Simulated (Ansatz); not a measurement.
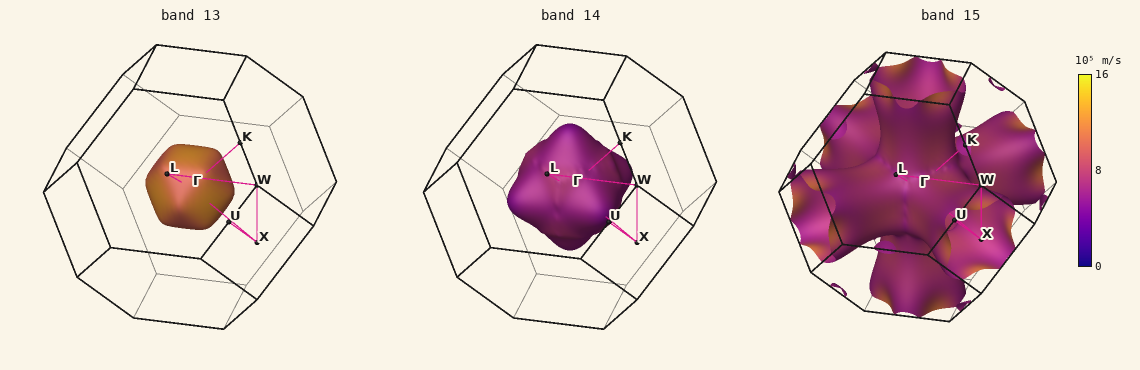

Fermi surface of HfB (Fm-3m), coloured by the Fermi speed.

The calculation used Ansatz, DFT PBE, scalar-relativistic, plane waves, PAW; levels and slopes on a dense k mesh at the converged density. No spin polarisation. k mesh for the levels: 34×34×34. Cell and positions as given, without relaxation (residual pressure 30 GPa). Sheets, masses and frequencies are those of this strained cell.

Question: How fast are the electrons on each sheet?

Answer: Band 13: 10 to 13 × 10⁵ m/s over most of the sheet, 11 × 10⁵ m/s on average over states. Band 14: 5.6 to 7.3 × 10⁵ m/s over most of the sheet, 6.5 × 10⁵ m/s on average over states. Band 15: 6.3 to 9.9 × 10⁵ m/s over most of the sheet, 7.4 × 10⁵ m/s on average over states.

Question: Which of these bands adds most to the density of states at the Fermi level?

Answer: Band 15, with 0.66 of 0.94 states/eV per cell.

Spin-orbit coupling is left out; with Hf it can split, shift or remove sheets.
